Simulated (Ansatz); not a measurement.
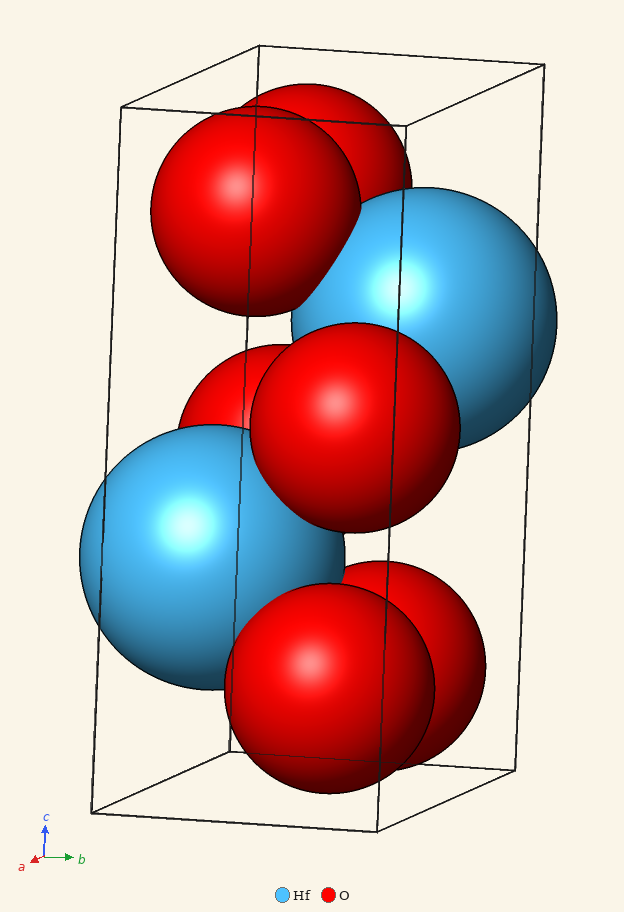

We look at a space-filling model of the crystal slightly off an axis. Lines trace the edges of the conventional unit cell.

HfO3, space group P2_1/m (No. 11), a = 4.03 Å, b = 3.21 Å, c = 7.43 Å, α = 90.00°, β = 96.60°, γ = 90.00°.

Setup: DFT PBEsol, scalar-relativistic, plane waves, PAW (Ansatz 0.2.0); E_cut = 420 eV, k-points about 0.26 Å⁻¹ apart, Gaussian smearing of 0.02 eV, no spin polarisation.

Question: What is the electronic character?

Answer: An insulator at this level, with a gap of 3.42 eV.

Question: Would the cell expand or shrink if it could?

Answer: The computed pressure is 0.0 GPa, close to zero.

Starting structure: a structure listed in the Materials Project, with elements exchanged, so it need not be a known form of the compound. Earlier steps of the study may have refined or changed the cell and positions. An electronic-structure calculation with Ansatz was run on it.
